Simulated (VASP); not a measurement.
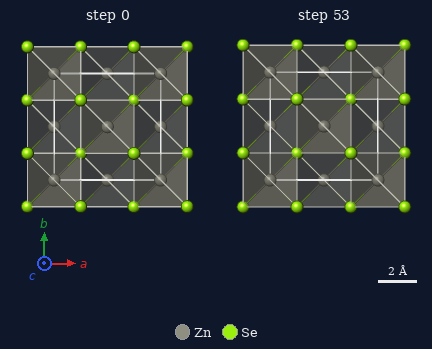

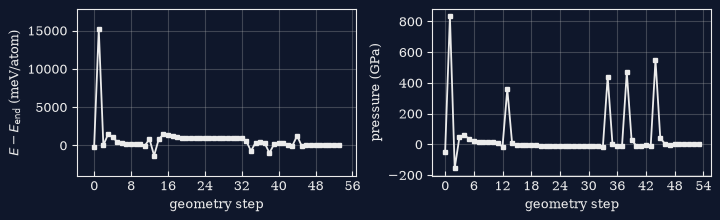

First and last geometry of a relaxation of solid ZnSe (set up in F-43m), with the history of the run. The picture is a polyhedral view of the conventional cell (4 times the calculation's cell), seen along the c axis. Lengths and directions refer to the drawn axes.

The run lets cell and atoms move.

These are results of Kohn-Sham DFT of a periodic cell, PBE, VASP PAW PBE potentials, recommended in VASP, not measurements.

Input file:
```
SYSTEM = ZnSe
  PREC = Accurate
  ENCUT = 520
  EDIFF = 1E-7
  ISMEAR = 0
  SIGMA = 0.02
  LREAL = .False.
  LASPH = .True.
  NELM = 4
  ALGO = Normal
  ISIF = 3
  LWAVE = .False.
  LCHARG = .False.
  GGA = PE
  IBRION = 2
  NSW = 80
  EDIFFG = -0.002
```

Run as
```bash
cat potpaw_PBE.64/Zn/POTCAR potpaw_PBE.64/Se/POTCAR > POTCAR
mpirun -np 1 vasp_std > vasp.out
```

Read the history and describe the run.

Answer. The relaxation stopped without meeting its thresholds, so the last structure isn't shown to be converged. Over 53 geometry steps the energy rises by 138 meV per atom. All forces vanish by symmetry, so only the cell relaxes. Pressure: −46.24 GPa at the start and 0.00 GPa at the end. No atom moves by more than 0.005 Å relative to the cell. The volume changes by +3.7 %, with a = b = c 5.668 → 5.737 Å (+1.2 %). Some distances before and after: Se–Zn 2.454 → 2.484 Å. The space group stays F-43m (No. 216). The run ends above its starting energy, so the optimiser went astray. It ran on 1 thread of Intel(R) Xeon(R) Platinum 8488C (Sapphire Rapids), on a shared host.
